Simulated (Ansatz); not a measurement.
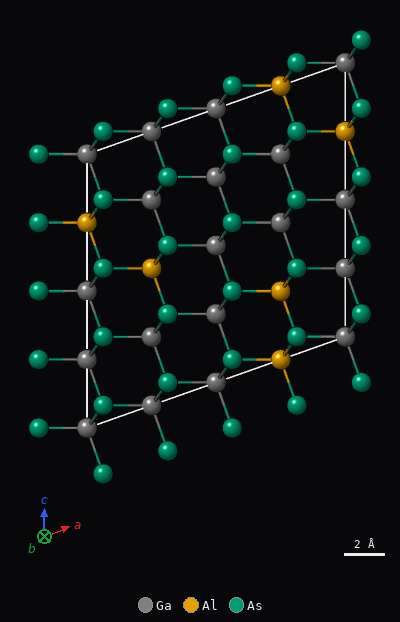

The structure (ball-and-stick view of the cell of the calculation, along the b axis; bonded neighbours outside the cell are drawn too).

**Single-point calculation, with input and output: Ga45Al19As64 (part 1 of 2)**

System: Ga45Al19As64 (P1, 128 atoms in the cell).
Method: DFT, PBE, PAW, plane waves (Ansatz 0.2.0).

The structure was built on a prototype by a generator; it need not be a known phase.

**The input**
```yaml
crystal:
  lattice:
    - [0.000000, 11.327376, 11.327376]
    - [11.327376, 0.000000, 11.327376]
    - [11.327376, 11.327376, 0.000000]
  atoms:
    - { symbol: Ga, position: [0.000494, 0.000024, 0.999779] }
    - { symbol: Ga, position: [0.499919, 0.999973, 0.000379] }
    - { symbol: Ga, position: [0.000046, 0.500116, 0.999851] }
    - { symbol: Ga, position: [0.000125, 0.000305, 0.499933] }
    - { symbol: Ga, position: [0.499740, 0.000316, 0.500412] }
    - { symbol: Ga, position: [0.750435, 0.249322, 0.250122] }
    - { symbol: Ga, position: [0.000406, 0.500042, 0.499687] }
    - { symbol: Ga, position: [0.500148, 0.500196, 0.500006] }
    - { symbol: Ga, position: [0.750027, 0.749436, 0.250494] }
    - { symbol: Ga, position: [0.249804, 0.749768, 0.750314] }
    - { symbol: Ga, position: [0.749653, 0.750271, 0.750173] }
    - { symbol: Ga, position: [0.999891, 0.000581, 0.249841] }
    - { symbol: Ga, position: [0.250220, 0.250122, 0.999760] }
    - { symbol: Ga, position: [0.499969, 0.999861, 0.250238] }
    - { symbol: Ga, position: [0.999689, 0.500354, 0.249987] }
    - { symbol: Ga, position: [0.249964, 0.750423, 0.999569] }
    - { symbol: Ga, position: [0.250414, 0.249839, 0.499653] }
    - { symbol: Ga, position: [0.750127, 0.749820, 0.000235] }
    - { symbol: Ga, position: [0.500310, 0.999829, 0.750099] }
    - { symbol: Ga, position: [0.749703, 0.749894, 0.500064] }
    - { symbol: Ga, position: [0.999666, 0.249849, 0.000891] }
    - { symbol: Ga, position: [0.250080, 0.000085, 0.249707] }
    - { symbol: Ga, position: [0.499394, 0.249919, 0.001079] }
    - { symbol: Ga, position: [0.000048, 0.749507, 0.000647] }
    - { symbol: Ga, position: [0.999458, 0.250718, 0.500346] }
    - { symbol: Ga, position: [0.249640, 0.499887, 0.250518] }
    - { symbol: Ga, position: [0.500052, 0.750226, 0.000023] }
    - { symbol: Ga, position: [0.250101, 0.000198, 0.749929] }
    - { symbol: Ga, position: [0.499633, 0.250136, 0.500695] }
    - { symbol: Ga, position: [0.749864, 0.999643, 0.750188] }
    - { symbol: Ga, position: [0.249539, 0.500085, 0.750879] }
    - { symbol: Ga, position: [0.499929, 0.750093, 0.500229] }
    - { symbol: Ga, position: [0.250213, 0.999978, 0.999801] }
    - { symbol: Ga, position: [0.000118, 0.250183, 0.250148] }
    - { symbol: Ga, position: [0.249714, 0.500066, 0.000337] }
    - { symbol: Ga, position: [0.500006, 0.249826, 0.250898] }
    - { symbol: Ga, position: [0.750067, 0.999755, 0.500205] }
    - { symbol: Ga, position: [0.999880, 0.750147, 0.250056] }
    - { symbol: Ga, position: [0.000334, 0.249642, 0.750246] }
    - { symbol: Ga, position: [0.250617, 0.498984, 0.500464] }
    - { symbol: Ga, position: [0.499711, 0.750255, 0.250300] }
    - { symbol: Ga, position: [0.499783, 0.249975, 0.750823] }
    - { symbol: Ga, position: [0.750553, 0.500433, 0.499355] }
    - { symbol: Ga, position: [0.000003, 0.749426, 0.750645] }
    - { symbol: Ga, position: [0.499783, 0.750431, 0.749948] }
    - { symbol: Al, position: [0.249606, 0.249592, 0.250406] }
    - { symbol: Al, position: [0.499309, 0.500287, 0.999632] }
    - { symbol: Al, position: [0.249752, 0.749956, 0.249538] }
    - { symbol: Al, position: [0.249287, 0.249601, 0.750701] }
    - { symbol: Al, position: [0.750361, 0.249765, 0.749154] }
    - { symbol: Al, position: [0.750293, 0.249315, 0.999626] }
    - { symbol: Al, position: [0.000077, 0.999392, 0.749488] }
    - { symbol: Al, position: [0.499551, 0.500021, 0.249583] }
    - { symbol: Al, position: [0.749978, 0.249520, 0.499268] }
    - { symbol: Al, position: [0.999475, 0.500041, 0.749239] }
    - { symbol: Al, position: [0.249937, 0.748994, 0.499966] }
    - { symbol: Al, position: [0.499849, 0.499724, 0.749649] }
    - { symbol: Al, position: [0.749965, 0.999742, 0.249635] }
    - { symbol: Al, position: [0.749325, 0.500213, 0.249533] }
    - { symbol: Al, position: [0.999440, 0.750767, 0.499911] }
    - { symbol: Al, position: [0.749408, 0.500021, 0.749828] }
    - { symbol: Al, position: [0.750304, 0.999564, 0.999556] }
    - { symbol: Al, position: [0.250356, 0.998734, 0.499973] }
    - { symbol: Al, position: [0.750050, 0.500019, 0.999489] }
    - { symbol: As, position: [0.062731, 0.062469, 0.062403] }
    - { symbol: As, position: [0.562433, 0.062431, 0.062929] }
    - { symbol: As, position: [0.062477, 0.562105, 0.062636] }
    - { symbol: As, position: [0.062722, 0.063226, 0.561904] }
    - { symbol: As, position: [0.312452, 0.312462, 0.312320] }
    - { symbol: As, position: [0.562317, 0.562631, 0.062069] }
    - { symbol: As, position: [0.562531, 0.062646, 0.562708] }
    - { symbol: As, position: [0.812688, 0.312576, 0.311919] }
    - { symbol: As, position: [0.063111, 0.563003, 0.561737] }
    - { symbol: As, position: [0.312153, 0.812672, 0.312198] }
    - { symbol: As, position: [0.312356, 0.312378, 0.812530] }
    - { symbol: As, position: [0.562968, 0.562677, 0.562022] }
    - { symbol: As, position: [0.812448, 0.812184, 0.312755] }
    - { symbol: As, position: [0.812685, 0.312333, 0.811969] }
    - { symbol: As, position: [0.312200, 0.812705, 0.812222] }
    - { symbol: As, position: [0.812344, 0.812328, 0.812811] }
    - { symbol: As, position: [0.062528, 0.062634, 0.312455] }
    - { symbol: As, position: [0.312102, 0.312597, 0.062800] }
    - { symbol: As, position: [0.562198, 0.062487, 0.312977] }
    - { symbol: As, position: [0.812127, 0.312108, 0.062671] }
    - { symbol: As, position: [0.062377, 0.562512, 0.312375] }
    - { symbol: As, position: [0.312725, 0.812675, 0.062036] }
    - { symbol: As, position: [0.062527, 0.062174, 0.812168] }
    - { symbol: As, position: [0.312332, 0.311810, 0.562992] }
    - { symbol: As, position: [0.561557, 0.562616, 0.312611] }
    - { symbol: As, position: [0.812533, 0.812000, 0.062919] }
    - { symbol: As, position: [0.562385, 0.062412, 0.812732] }
    - { symbol: As, position: [0.812050, 0.312810, 0.561620] }
    - { symbol: As, position: [0.062203, 0.561929, 0.812261] }
    - { symbol: As, position: [0.312389, 0.811205, 0.562874] }
    - { symbol: As, position: [0.561878, 0.562826, 0.812066] }
    - { symbol: As, position: [0.811860, 0.812466, 0.562753] }
    - { symbol: As, position: [0.062690, 0.312478, 0.062599] }
    - { symbol: As, position: [0.312843, 0.062105, 0.312449] }
    - { symbol: As, position: [0.562478, 0.312450, 0.063255] }
    - { symbol: As, position: [0.812383, 0.061998, 0.312632] }
    - { symbol: As, position: [0.062509, 0.812539, 0.062554] }
    - { symbol: As, position: [0.062719, 0.312595, 0.562548] }
    - { symbol: As, position: [0.312136, 0.562322, 0.313073] }
    - { symbol: As, position: [0.562537, 0.812456, 0.062698] }
    - { symbol: As, position: [0.312956, 0.062124, 0.812460] }
    - { symbol: As, position: [0.562247, 0.312682, 0.563132] }
    - { symbol: As, position: [0.812259, 0.562207, 0.312121] }
    - { symbol: As, position: [0.812735, 0.062383, 0.812228] }
    - { symbol: As, position: [0.062300, 0.812729, 0.562966] }
    - { symbol: As, position: [0.312263, 0.562499, 0.812953] }
    - { symbol: As, position: [0.562306, 0.812748, 0.562462] }
    - { symbol: As, position: [0.812100, 0.562762, 0.811937] }
    - { symbol: As, position: [0.312506, 0.062569, 0.062306] }
    - { symbol: As, position: [0.812952, 0.061985, 0.062216] }
    - { symbol: As, position: [0.062066, 0.312972, 0.312917] }
    - { symbol: As, position: [0.311756, 0.562947, 0.062924] }
    - { symbol: As, position: [0.312268, 0.062258, 0.562305] }
    - { symbol: As, position: [0.562844, 0.312235, 0.313166] }
    - { symbol: As, position: [0.812456, 0.562551, 0.061977] }
    - { symbol: As, position: [0.812724, 0.061841, 0.562812] }
    - { symbol: As, position: [0.062242, 0.813213, 0.312350] }
    - { symbol: As, position: [0.061765, 0.312523, 0.813334] }
    - { symbol: As, position: [0.312754, 0.561448, 0.563332] }
    - { symbol: As, position: [0.562442, 0.812440, 0.312643] }
    - { symbol: As, position: [0.562648, 0.312047, 0.813454] }
    - { symbol: As, position: [0.812801, 0.562520, 0.562288] }
    - { symbol: As, position: [0.062473, 0.811767, 0.813165] }
    - { symbol: As, position: [0.562384, 0.812563, 0.812651] }
kpoints:
  mp_grid: { grid: [1, 1, 1] }
hamiltonian:
  xc: pbe
scf:
  occupations: { method: fermi_dirac, width: 0.01 }
output:
  forces: true
  eigenvalues: true
  populations: true
  eigenstates: { kpoints: [[0, 0, 0]], e_range: [-6.0, 6.0], localisation: true }
```

Hardware: 1 × NVIDIA GB300 Max-Q, 32 threads of Arm Neoverse-V2, 180 GiB of memory available, shared host.

Command:
```bash
ansatz run in.yaml --threads 32 --pin off --max-ram 171000MiB --runs-dir r --events-out ev --progress --plain --backend cuda --devices 0,
```

**Output**
```
Pseudopotentials: kind: paw
Functional definition: PBE
  parameter kappa = 0.804
  parameter beta = 0.06672455060314922
  exchange = pbe_x(kappa = kappa, mu = beta*pi^2/3)
  correlation = pbe_c(beta = beta)
Crystal: 128 atoms, lattice volume = 2906.819 Å³
Basis set: ecut = 420 eV, 56905 PW (Γ), exchange–correlation on 216×216×216 points (8 copies of the dense FFT grid, shifted against one another)
Bands: 962, of which v1, the nominal top of the filled ones, is band 801 counted from 1 (800 counted from 0)
Symmetry: 1 space group operations
Space group: P1 (ITA 1), of the structure as read, at distance tolerance 1.4e-4 Å
k-points: 1
Non-local potential: Ga, projectors of the file, l = 0: 2, l = 1: 2, l = 2: 3, l = 3: 1
Non-local potential: Al, projectors of the file, l = 0: 2, l = 1: 2, l = 2: 1
Non-local potential: As, projectors of the file, l = 0: 2, l = 1: 2, l = 2: 3, l = 3: 1
PAW form: soft (Blöchl's): semilocal exchange-correlation on the pseudo side does not see the compensation charge
PAW one-centre angular grid: Ga, 590 points (default); XC on 64 Gauss nodes
PAW one-centre angular grid: Al, 110 points (default); XC on 64 Gauss nodes
PAW one-centre angular grid: As, 590 points (default); XC on 64 Gauss nodes
Initial density: superposition of atomic densities (neutral atoms: chi_scale 0, normalization atom), corrected by the library's trained network
Initial wavefunctions: pseudopotential atomic-orbital guess
Functional: x = pbe(κ = 0.804, μ = 0.2195149727645171), c = pbe(β = 0.06672455060314922)
SCF iter   1: F=—  HF=-491280.093711 eV  |F-HF|=—  |Δ(HF+E_count)|=         —  Δρ=1.40e-3  dr2=4.32e-2  ethr=1.77e-3  ⟨swp⟩=6.0  Hψ=3533  notcnv=0  defer=23
preconditioner: auto → Resta (q_TF=auto, 2.470 Å⁻¹)  ε∞=3.5  [insulator: Δε(μ)=0.851 eV  Ē_g=13.445 eV  σ=0.010 eV  W_gap=1.00  n_scr=724 (ndim 8)  ℏωp=21.4 eV  f_vac=0.059  D(μ)=0.00/eV (n_scr^D=0)  ε∞_Penn≈3.5]
SCF iter   2: F=—  HF=-491280.041587 eV  |F-HF|=—  |Δ(HF+E_count)|=   5.21e-2  Δρ=6.09e-4  dr2=1.03e-2  ethr=2.69e-6  ⟨swp⟩=2.0  Hψ=1916  notcnv=0  defer=153
SCF iter   3: F=—  HF=-491280.044179 eV  |F-HF|=—  |Δ(HF+E_count)|=   2.59e-3  Δρ=3.70e-4  dr2=2.93e-3  ethr=6.40e-7  ⟨swp⟩=2.0  Hψ=1618  notcnv=0  defer=153
SCF iter   4: F=—  HF=-491280.046771 eV  |F-HF|=—  |Δ(HF+E_count)|=   2.59e-3  Δρ=9.40e-5  dr2=2.87e-4  ethr=1.83e-7  ⟨swp⟩=2.0  Hψ=1290  notcnv=0  defer=153
SCF iter   5: F=—  HF=-491280.041552 eV  |F-HF|=—  |Δ(HF+E_count)|=   5.22e-3  Δρ=3.37e-5  dr2=4.41e-5  ethr=1.79e-8  ⟨swp⟩=2.0  Hψ=1610  notcnv=0  defer=153
SCF iter   6: F=—  HF=-491280.047208 eV  |F-HF|=—  |Δ(HF+E_count)|=   5.66e-3  Δρ=2.00e-5  dr2=8.76e-6  ethr=2.75e-9  ⟨swp⟩=2.0  Hψ=1610  notcnv=0  defer=153
SCF iter   7: F=—  HF=-491280.047216 eV  |F-HF|=—  |Δ(HF+E_count)|=   8.29e-6  Δρ=3.79e-6  dr2=5.57e-7  ethr=5.47e-10  ⟨swp⟩=2.0  Hψ=1610  notcnv=0  defer=153
SCF iter   8: F=—  HF=-491280.047217 eV  |F-HF|=—  |Δ(HF+E_count)|=   8.98e-7  Δρ=1.67e-6  dr2=1.09e-7  ethr=6.24e-12  ⟨swp⟩=12.0  Hψ=5754  notcnv=0
SCF iter   9: F=-491280.047217 eV  HF=-491280.047217 eV  |F-HF|=4.31e-9  |Δ(HF+E_count)|=   2.56e-8  Δρ=6.78e-7  dr2=1.04e-8  ethr=6.24e-12  ⟨swp⟩=4.0  Hψ=2788  notcnv=0
SCF 1 converged in 9 iterations: F = -491280.047217 eV  dr2 = 1.04e-8
  greatest PAW one-centre occupation: 0.999 electrons in one spin orbital (limit 2), on the As atom at site 79 (counted from 0), in its partial waves of l = 2
```

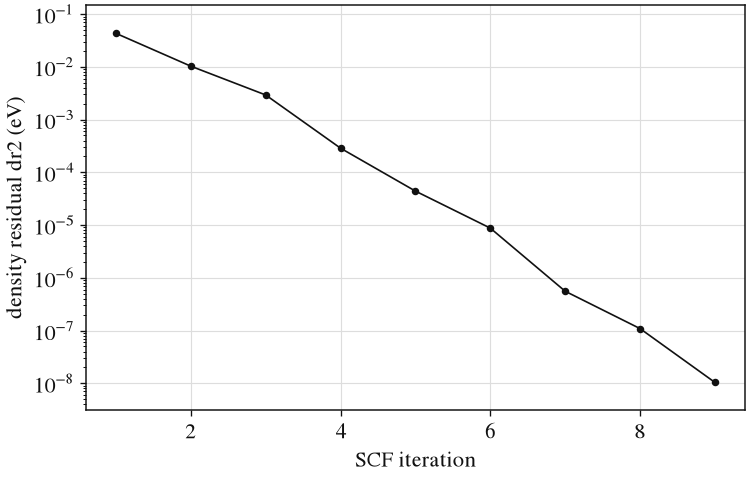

Convergence of the self-consistent field: density residual dr2 against the SCF iteration. The residual falls at every step.

```
NSCF: frozen V_eff on 1 k-points
SCF converged after 9 iterations
Free energy (F): -491280.047217 eV
Harris-Foulkes:  -491280.047217 eV  (|F-HF|=4.31e-9)
Internal energy: -491280.047217 eV  (E = F + TS)
E sigma→0 (E₀):  -491280.047217 eV
Fermi energy:    8.063941 eV
--- Per-component energies (eV) ---
  E_band       = -19272.005104
  E_kinetic    = 12306.648740
  E_local      = -228712.575342  (includes V_loc(G=0)·N_el)
  E_nonlocal   = -23576.179019
  E_hartree    = 116386.008693
  E_xc         = -8937.306290
  E_vxc        = -8240.975850  (∫ρ·V_xc dr)
  E_paw        = -215889.182289  (= ΣΔE_a)
  E_vpaw       = -3820.910561  (= ΣTr[D̂ρ^β])
  E_aug_tail   = -0.005816  (compensation charges beyond the density's cutoff)
  E_ewald      = -142857.455895
  E_smearing   = -0.000000  (= −TS)
  E_closure    = 0.000000  (closes the sum)
  Σ components = -491280.047217   (vs F -491280.047217, Δ=0.00e0)
```
